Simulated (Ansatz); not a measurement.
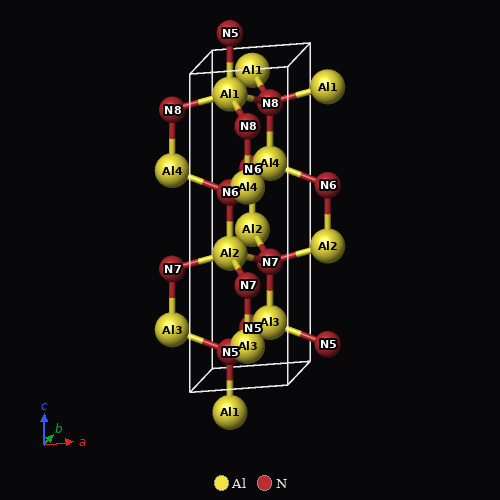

Two computed energy maps of cells of AlN. The picture above is the structure of the first map.

Map 1

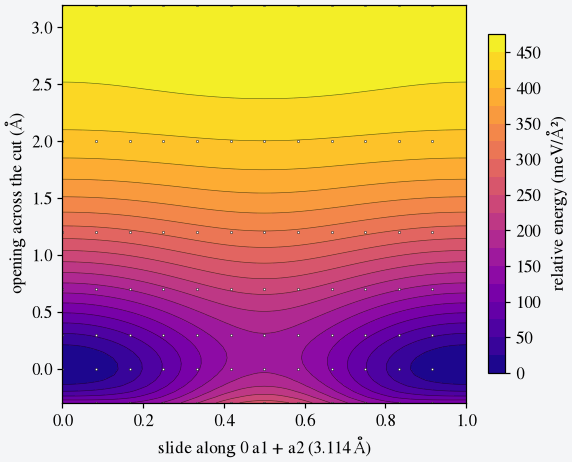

AlN (P6_3mc, No. 186; 8 atoms in the cell). Rigid slide and opening across a plane, one cut a cell; the plane is (0 0 1) of the conventional cell, and the faces at the cut hold Al and N. First axis: slide along 0 a1 + a2 (3.114 Å). Second axis: opening across the cut. Nothing is relaxed (rigid halves). Grid: 12 × 7 points; 49 points were computed and 35 follow by symmetry. Points are written as (first, second). All energies are given in meV/Å² relative to the lowest grid point. The band gap closes in part of the range. Theory: DFT PBEsol, scalar-relativistic, plane waves, PAW in Ansatz. Settings: cutoff 520 eV, k-mesh 8×8×3 in the order of the run's cell vectors, gaussian smearing 0.05 eV, no spin polarisation.

The picture shows filled contours, dots at the grid points. Between grid points the surface is interpolated.

Map 2

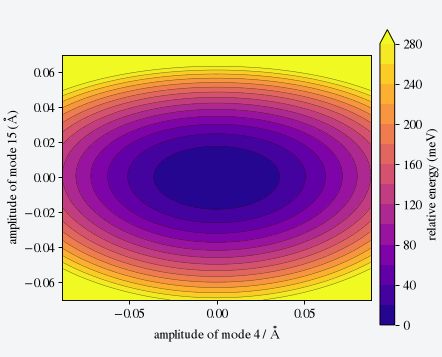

AlN (P6_3mc, No. 186; 8 atoms in the cell). The energy is mapped over two normal modes frozen in (zone-centre modes of the 8-atom cell of this scan, which folds in the wave vector (0, 1/2, 1/2) of the primitive cell). First axis: amplitude of mode 4 (235 cm⁻¹), largest displacement. Second axis: amplitude of mode 15 (652 cm⁻¹), largest displacement. Nothing is relaxed (the cell and all other modes fixed). The scan uses an 11 × 11 grid; 66 points were computed and 55 follow by symmetry. Points are written as (first, second). All energies are given in meV per cell relative to the lowest grid point. Computed with DFT PBEsol, scalar-relativistic, plane waves, PAW (Ansatz 0.2.0). Settings: cutoff 520 eV, k-mesh 8×8×8, gaussian smearing 0.05 eV, no spin polarisation.

The picture shows filled contours, one colour for all values above the top of the scale. Between grid points the surface is interpolated.

**Summarise the maps one by one.**

Map 1: The lowest grid point is at (0.000, 0.0 Å). It is the only kind of minimum in the scanned range. The highest grid point, (0.500, 3.2 Å), lies 471 meV/Å² above the lowest. On the interpolated surface the easiest way out of the lowest well to its copy in the next cell or period passes a barrier of about 164 meV/Å². Round the minimum the two coordinates are nearly uncoupled.
Map 2: The lowest grid point is at (0.000 Å, 0.000 Å). It is the only kind of minimum in the scanned range. The highest grid point, (−0.088 Å, 0.070 Å), lies 457 meV above the lowest. The gap on the k-mesh is 4.1 eV at the lowest point and runs from 4.0 to 4.1 eV over the map.

**Maps 1, 2 start from a relaxed reference structure. Do they show a way to lower its energy?**

No. In each of them the reference is the lowest point, within the accuracy of the grid, so it is stable against the distortions scanned (other distortions weren't tried).

PAW datasets: the set soft_1.
